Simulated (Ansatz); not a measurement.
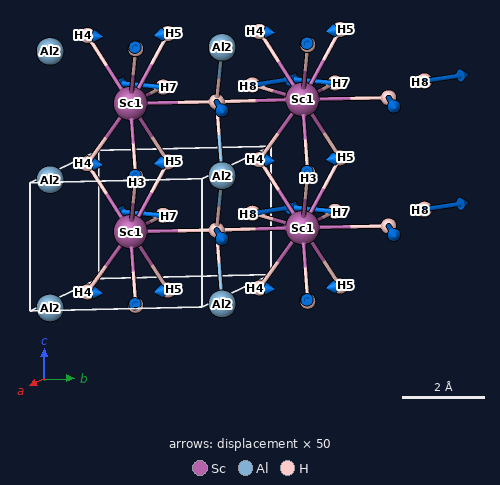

A relaxation of solid ScAlH6 (built on the LaYMg6-38 type type). The starting structure is drawn; blue arrows show the displacements (the part carried along by the change of the cell is left out), magnified 50 times.

The picture is a ball-and-stick view of the cell of the calculation, reduced to other axes, repeated 1 × 2 × 2 with one cell outlined, seen slightly off an axis. Lengths and directions refer to the drawn axes.

Computed with DFT, r2SCAN+rVV10, plane waves, PAW in Ansatz 0.2.0. Set-up: plane-wave cutoff 500 eV; k-point mesh 8 × 6 × 6; occupations fermi dirac; smearing width 0.03 eV; no spin polarisation; cell and atoms relaxed; force threshold 0.01 eV/Å; at most 120 steps.

**Which element moves most?**

Hydrogen: up to 0.028 Å, against 0.000 Å for scandium.

**What did the optimiser do to the structure, and how much energy did it gain?**

The largest moves relative to the cell, 0.028 Å, are those of H atoms. Sc and Al stay in place. The volume changes by +1.1 %, with a = b 4.273 → 4.301 Å (+0.7 %), c 3.233 → 3.226 Å (−0.2 %). Near-neighbour distances that change, for instance: H–Sc 2.137 → 2.152 Å, Al–H 2.005 → 1.991 Å, Sc–Sc 3.233 → 3.226 Å. The space group stays P-6m2 (No. 187). The energy falls by 1.0 meV per atom in 4 accepted moves (6 points after the start). The largest force component goes from 0.13 to 0.0016 eV/Å. Pressure: 0.57 GPa at the start and 0.01 GPa at the end. The line search rejected the trial step at point 1 of the run. The SCF was repeated once at an unchanged geometry on a basis and grid sized afresh for the cell, which shifted the energy by less than 0.05 meV per atom at most. Cost: 32 s on 4 threads of Arm Neoverse V1, with other jobs on the host, peak memory 0.6 GiB.
